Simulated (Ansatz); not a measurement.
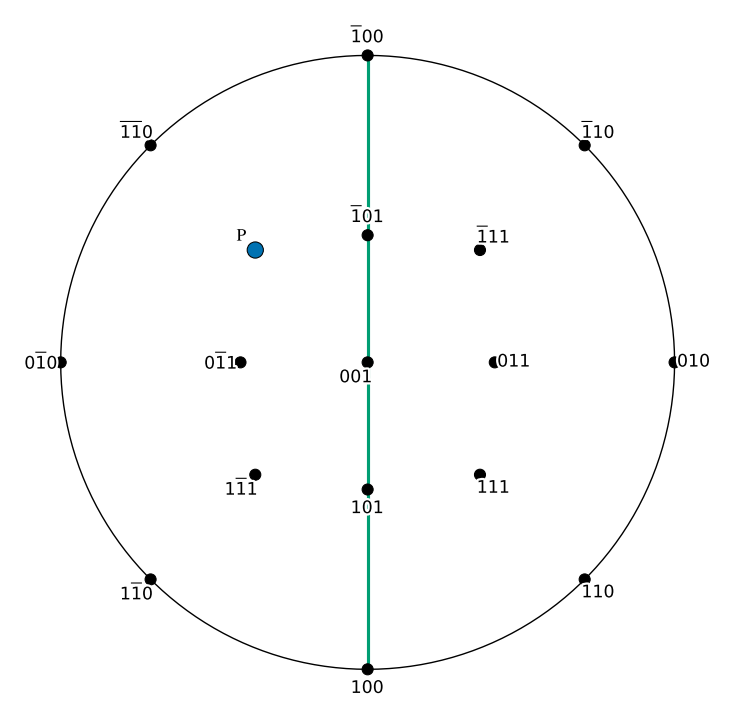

For AlP, a calculation's input that goes back to an entry of the Crystallography Open Database (an earlier step may have relaxed or displaced it): stereographic projection of plane normals (upper hemisphere) centred on (0 0 1). Symmetry computed with spglib at a tolerance of 0.002 Å; standard conventional cell.

a = 5.479 Å, b = 5.479 Å, c = 5.479 Å, α = 90.00°, β = 90.00°, γ = 90.00°.

Question: Index the pole marked P.

Answer: P is (−1 −1 1), 54.7° from the centre.

Question: Which zone does the coloured great circle trace?

Answer: The zone [0 1 0]: its poles satisfy k = 0.

Question: What is the angle between the normals of (0 1 0) and (0 −1 0), and what are their d_hkl = 1/|g|?

Answer: 180.0°; d = 5.479 Å and 5.479 Å.
